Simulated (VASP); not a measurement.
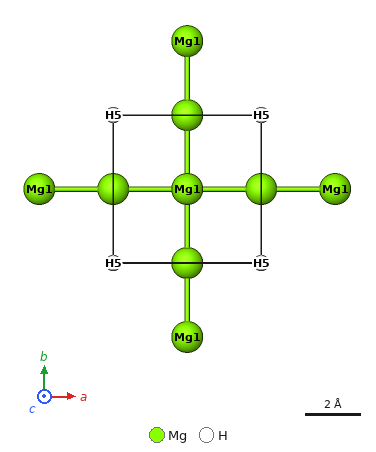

Starting structure of crystalline Mg4H (a generated structure, set up in Pm-3m). A ball-and-stick model of the cell of the calculation, seen along the c axis.

The run lets cell and atoms move.

All numbers below come from VASP 6.6.1, Kohn-Sham DFT of a periodic cell, PBE, VASP PAW PBE potentials, recommended.

Input file:
```
PREC = Accurate ; ENCUT = 600
EDIFF = 1E-7 ; ISMEAR = 0
SIGMA = 0.1 ; LREAL = F
LASPH = T ; NELM = 100
ALGO = Fast ; ISIF = 3
LWAVE = F ; LCHARG = F
GGA = PE ; IBRION = 2
NSW = 100 ; EDIFFG = -0.01
```

Run as
```bash
cat potpaw_PBE.64/Mg/POTCAR potpaw_PBE.64/H/POTCAR > POTCAR
mpirun -np 1 vasp_std > vasp.out
```

The structure:
```xyz
5
Lattice="5.4328 0.0000 0.0000 0.0000 5.4328 0.0000 0.0000 0.0000 5.4328" Properties=species:S:1:pos:R:3 pbc="T T T"
Mg    2.7164    2.7164    2.7164
Mg    0.0000    2.7164    2.7164
Mg    2.7164    0.0000    2.7164
Mg    2.7164    2.7164    0.0000
H     0.0000    0.0000    0.0000
```

Question: What does the optimiser find from here?

Answer: No atom moves by more than 0.005 Å relative to the cell. Cell: a = b = c 5.433 → 5.490 Å (+1.0 %). Volume +3.2 %. Among the contacts that change: Mg1–Mg2 2.716 → 2.745 Å. The space group stays Pm-3m (No. 221). After 2 geometry steps the energy has fallen by 1.3 meV per atom. All forces vanish by symmetry, so only the cell relaxes. Pressure: 0.43 GPa at the start and −0.02 GPa at the end.

History of the run:

```
step  E − E(0), meV/atom  pressure, GPa  volume, Å³/atom
   0                0.00           0.43           32.071
   1               -0.85           0.24           32.475
   2               -1.27          -0.02           33.085
```

The end point in the same view:

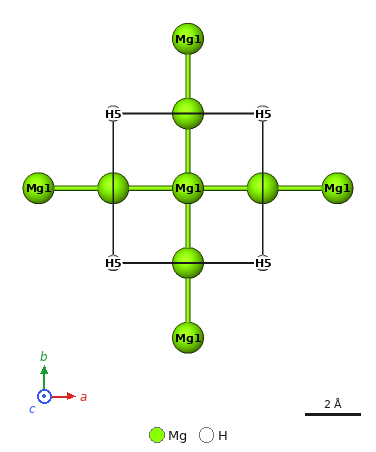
